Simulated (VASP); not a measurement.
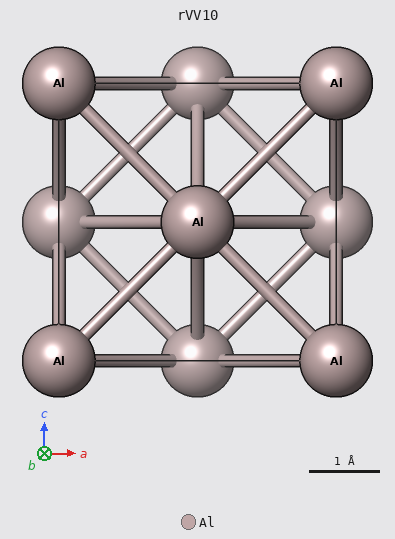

Crystalline Al (set up in Fm-3m), relaxed (cell and atoms) with several dispersion corrections. The picture shows the result with rVV10. The picture is a ball-and-stick view of the conventional cell (4 times the calculation's cell), seen along the b axis. Lengths and directions refer to the drawn axes.

Computed with VASP 6.6.1: SCAN, VASP PAW PBE potentials, recommended. Set-up: plane-wave cutoff 600 eV; k-point mesh 11 × 11 × 11; occupations fermi-dirac; smearing width 0.05 eV; no spin polarisation.

```csv
dispersion correction,volume (Å³/atom),a (Å)
rVV10,16.069,4.006
D3(BJ),?,?
D3,15.989,3.999
D4,15.924,3.994
none,16.105,4.009
```

Q: Fill in the missing row.

A: With D3(BJ) the volume is the smallest of the series, below D4 (15.924). The calculation gives 15.901 Å³/atom (a = 3.992 Å). In order of volume: D3(BJ) < D4 < D3 < rVV10 < none; the spread is 1.3 %.
